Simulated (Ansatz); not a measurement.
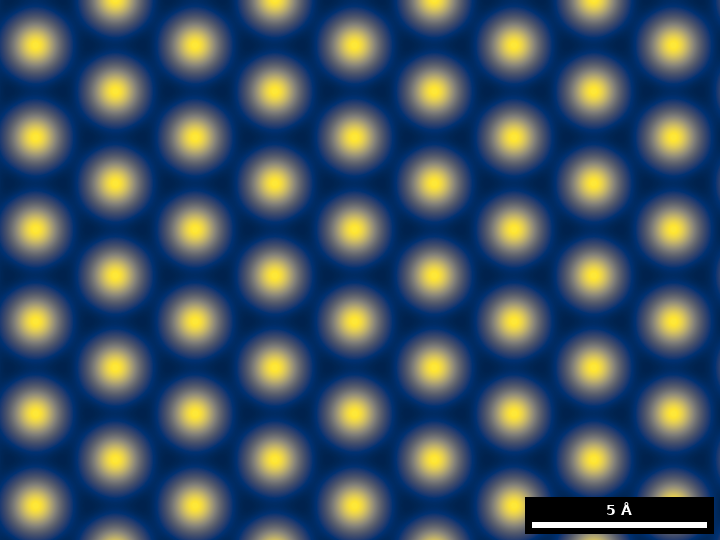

HAADF-like image of Al (P6/mmm, No. 191). Simulated incoherent Z contrast: every atom adds Z^1.7 spread by a probe of 1.30 Å full width; channelling and multiple scattering are left out. The probe carries 15 % of its weight in a tail 2.5 times as wide. Structure: coordinates from a relaxation with DFT, revPBE, plane waves (420 eV) with PAW, scalar-relativistic (Ansatz); the starting structure was generated, so it need not be a known form of this composition.

```xyz
3
Lattice="4.6050 0.0000 0.0000 -2.3025 3.9881 0.0000 0.0000 0.0000 2.8503" Properties=species:S:1:pos:R:3 pbc="T T T"
Al    0.0000    0.0000    0.0000
Al    0.0000    2.6587    1.4251
Al    2.3025    1.3294    1.4251
```

### Which beam direction gives this image, [201], [100], [001] or [210]? (Directions equivalent by symmetry count as one.)

[001]. The projected cells are 1.36 × 1.49 Å, 117° for [201]; 2.85 × 3.99 Å, 90° for [100]; 2.66 × 2.66 Å, 120° for [001]; 2.30 × 2.85 Å, 90° for [210], and the image repeats as the [001] one does.
